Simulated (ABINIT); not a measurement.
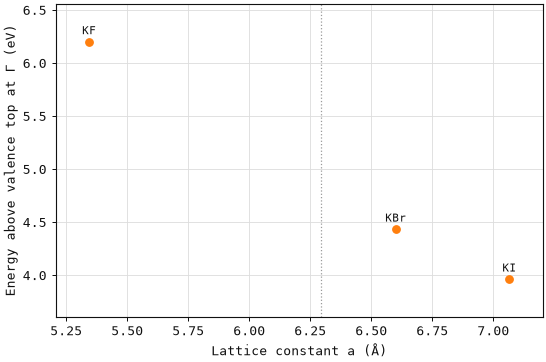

Lowest conduction level at Γ, counted from the valence-band top at Γ, for four rocksalt crystals against the lattice constant, each in its database cell. All by ABINIT with PBE, without spin-orbit coupling, no moments; potentials: SG15 NC PBE v1.2 (KF); PseudoDojo NC SR PBE v0.4.1 standard (KCl and KBr); Ansatz NC PBE (KI).

| compound | a (Å) | k mesh | Γ (eV) |
| --- | --- | --- | --- |
| KF | 5.344 | 7×7×7 | 6.20 |
| KBr | 6.600 | 7×7×7 | 4.44 |
| KI | 7.066 | 5×5×5 | 3.96 |

> KCl (a = 6.293 Å, dotted line) is left out. Estimate its value at Γ.

A straight line through the other values at Γ gives 4.93 eV. The run gives 5.19 eV at Γ, so the line misses by 0.26 eV: a straight line in the lattice constant doesn't capture this level.

> How does the value at Γ change from F to I?

KF 6.20, KCl 5.19, KBr 4.44 and KI 3.96 eV: it falls at each step to the heavier element.

LDA, GGA and most meta-GGA functionals understate gaps. Spin-orbit coupling is left out, which matters for I and Br. The cells are as the databases list them, so they lie at different pressures for this functional.
